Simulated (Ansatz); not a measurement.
# TaN: what the fields show

```
Ta N
1.0
     4.75678    0.00000    0.00000
     0.00000    0.00000   -4.75678
     0.00000    4.75678    0.00000
Ta N
4 4
Direct
  0.50000 0.50000 0.00000
  0.00000 0.50000 0.50000
  0.00000 0.00000 0.00000
  0.50000 0.00000 0.50000
  0.25000 0.75000 0.25000
  0.75000 0.75000 0.75000
  0.75000 0.25000 0.25000
  0.25000 0.25000 0.75000
```

Space group F-43m; a generated structure, not necessarily the stable one; built by placing these elements on a known structure type.

These are results of Kohn-Sham DFT of a periodic cell, PBE, Ansatz PAW (Ansatz 0.2.0), not measurements.

In a PAW calculation such maps are meaningful between the atoms, not at the nuclei.

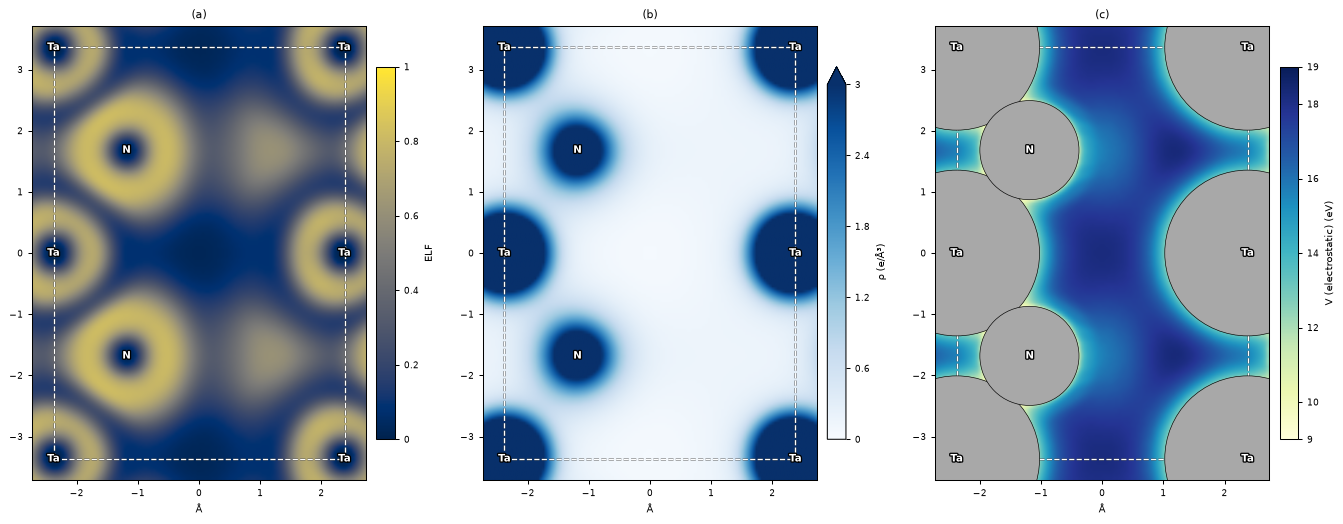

Figure 1. (a) ELF; (b) valence pseudo-density; (c) electrostatic potential (local pseudopotential plus Hartree) felt by an electron on the (101) plane of the conventional cell. Grey discs cover the atomic cores in the potential map.

Describe what can be read from this map.

The section cuts through Ta and N sites.
Ta–N (2.06 Å): ρ at the midpoint is about 0.81 e/Å³; the ELF peaks at about 0.80 in the valence shell of N, 0.6 Å from its nucleus, and drops to about 0.25 between the two atoms (no shared electron pair shows on this line).
Between the atoms the lowest density in this plane is 0.05 e/Å³.
The features right at Ta lie inside the PAW spheres, where the map follows smoothed inner orbitals and isn't to be read closely.
Outside the cores the potential energy rises away from the atoms and is highest about 2.1 Å from the nearest atoms; its zero is arbitrary.

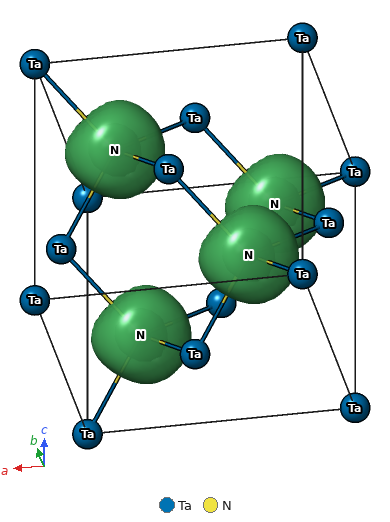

Figure 2. Isosurface of the electron localisation function at 0.7 (green), seen at an oblique angle. Core shells and regions of very low density are left out. Sticks mark near contacts.

What do the ELF domains correspond to?

The ELF exceeds this value in four regions wrapped around N (the valence shell of each), counted in one cell of 8 atoms. Any copies at cell faces, edges or corners count once.

Does the calculation give a band gap?

It is metallic or semimetallic at this level of theory: no gap opens; semilocal functionals without U, or without the true magnetic order, often close the gap of such compounds.
